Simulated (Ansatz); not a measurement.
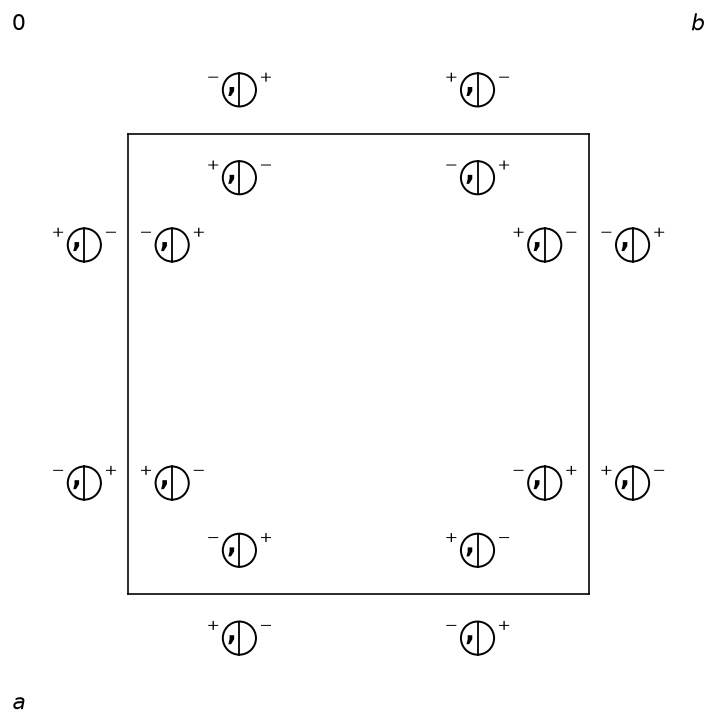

General positions of a space group, projected down c, computed from the operations of a computed or model structure of composition BaTiO3.

A circle is a general position, a comma marks the mirror image, + and − with a fraction give the height (along the projection axis: ½+ is ½ plus the coordinate, − is its negative), and a split circle stands for two positions above each other.

Q: Give the Hermann–Mauguin symbol and number.

A: P4/mmm (No. 123); primitive tetragonal, point group 4/mmm, 16 general positions a cell.

Q: Write the general positions (in any order).

A: x, y, z
−x, −y, −z
−y, x, z
y, −x, −z
−x, −y, z
x, y, −z
y, −x, z
−y, x, −z
x, −y, −z
−x, y, z
−y, −x, −z
y, x, z
−x, y, −z
x, −y, z
y, x, −z
−y, −x, z

Ba sits on the octahedral site here and Ti on the 12-fold one, the reverse of the real perovskite.
